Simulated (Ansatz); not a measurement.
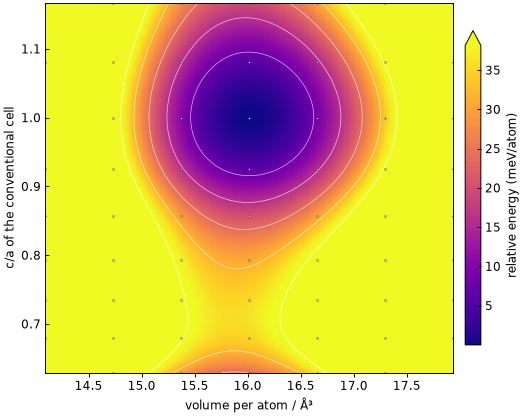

Ti (Fm-3m, No. 225; 1 atom in the cell). The energy is mapped over volume and the cell's shape. The first coordinate is: volume per atom; the second: c/a of the conventional cell. Nothing is relaxed (symmetry fixes all fractional coordinates). The scan uses a 7 × 9 grid. Points are written as (first, second). Energies: meV/atom, counted from the lowest grid point. The calculation used Ansatz 0.2.0, DFT LDA, scalar-relativistic, plane waves, PAW. Settings: cutoff 520 eV, k-mesh 22×22×22, gaussian smearing 0.15 eV, no spin polarisation.

The picture shows a smooth colour map with a few white contour lines, dots at the grid points, one colour for all values above the top of the scale. Between grid points the surface is interpolated.

Estimate the position of the minimum and the force constants in these coordinates.

Answer. The interpolated minimum is at volume per atom ≈ 16.01 Å³, c/a of the conventional cell ≈ 1.000. The curvatures there are about 0.047 eV/(Å³)² and 2.2 eV, with a cross term of about 0 eV/Å³ (per cell of 1 atoms). Round the minimum the two coordinates are nearly uncoupled.

PAW datasets: the set soft_1.
